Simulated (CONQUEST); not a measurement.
# A series of single points on Ba

System: Ba (2 atoms in the cell).
Method: Kohn-Sham DFT of a periodic cell, PBE, PseudoDojo NC PBE, no spin polarisation (CONQUEST 1.3).

The 7 runs differ only in the geometry, by an even scaling of the cell at fixed fractional positions. The structure derives from an entry of the Crystallography Open Database.

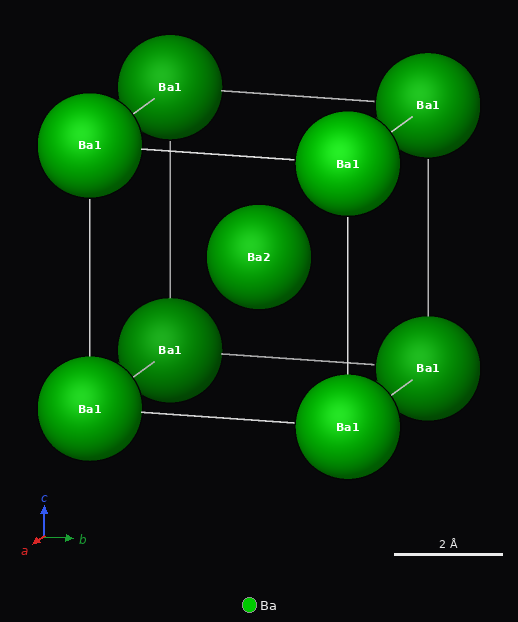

Figure 1. The structure of run 4 (spheres-only view of the cell of the calculation, seen slightly off an axis; atoms are numbered from 1 in the order of the input).

## Input of run 4
```
IO.Title Ba
IO.Coordinates coords.dat
IO.FractionalAtomicCoords T
IO.Iprint 2
IO.Iprint_init 1
General.NumberOfSpecies 1
General.PseudopotentialType hamann
AtomMove.TypeOfRun static
AtomMove.FullStress T
Grid.PointsAlongX 48
Grid.PointsAlongY 48
Grid.PointsAlongZ 48
DM.SolutionMethod diagon
Diag.MPMesh T
Diag.GammaCentred T
Diag.MPMeshX 6
Diag.MPMeshY 6
Diag.MPMeshZ 6
Diag.kT 0.00183747
minE.SCTolerance 1e-6
SC.MaxIters 100
IO.AtomChargeOutput T
%block ChemicalSpeciesLabel
1 137.330 Ba
%endblock
```

Command:
```bash
Conquest
```

Lattice vectors (Å) and fractional positions of run 4:
```
   5.013000    0.000000    0.000000
   0.000000    5.013000    0.000000
   0.000000    0.000000    5.013000
Ba  0.000000  0.000000  0.000000
Ba  0.500000  0.500000  0.500000
```

Run 6 has the same physical settings and fractional positions; its lattice vectors (Å) are:
```
   5.078968    0.000000    0.000000
   0.000000    5.078968    0.000000
   0.000000    0.000000    5.078968
```

## Results, with one run withheld

```csv
run,volume per atom (Å³),"free energy per atom, from the lowest run given (meV)",pressure (GPa)
1,59.209,15.47,0.95
2,60.469,9.18,0.65
3,61.729,4.54,0.57
4,62.989,1.26,0.28
5,64.249,0.00,0.05
6,65.508,?,?
7,66.768,1.05,−0.26
```

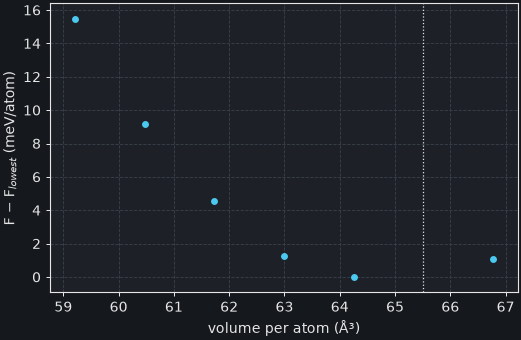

Figure 2. Free energy per atom of the runs given; the dotted line marks run 6.

What should run 6 give?

A cubic polynomial in V^(−2/3) (the Birch–Murnaghan form), fitted to the 6 runs given, misses them by at most 0.17 meV per atom. With x = V^(−2/3) − 0.06350 Å⁻², it reads F = 2.4417 + 3384 x + 9.9912e+05 x² − 1.9224e+07 x³ (meV per atom). At run 6 it gives −0.21 meV per atom, and the run itself gives −0.05. The slope of the fit gives a pressure −dF/dV of −0.08 GPa there, and the run prints −0.04 GPa. The fit has its minimum at 64.961 Å³ per atom, where V d²F/dV² gives 9.17 GPa: the bulk modulus at this level, since symmetry fixes the shape and the positions.

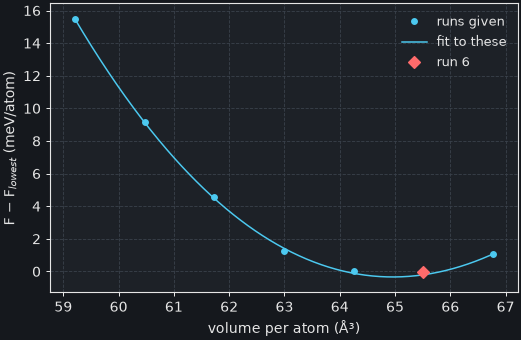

Figure 3. The fit and the withheld run.

## Some lines of the output (run 6)
```
[...]
      Using Fermi-Dirac smearing
          Free Energy (E-TS)               :       -56.166738064630550 Ha
          DFT Total Energy                 :       -56.165267522464809 Ha
          Free Energy (E-TS)               :       -56.166323732401992 Ha
          DFT Total Energy                 :       -56.165476408687262 Ha
          Free Energy (E-TS)               :       -56.166325737752899 Ha
          DFT Total Energy                 :       -56.165500572494757 Ha
          Free Energy (E-TS)               :       -56.166325324224019 Ha
          DFT Total Energy                 :       -56.165503630398192 Ha
          Free Energy (E-TS)               :       -56.166325163040547 Ha
          DFT Total Energy                 :       -56.165503454927105 Ha
      | Free Energy as E-TS      =       -56.166325163040547 Ha
      |* DFT total energy        =       -56.165503454927105 Ha
    force: Average pressure:     -0.03503062 GPa
```

Notes: With a small basis of atomic orbitals these values can differ much from converged plane-wave results.
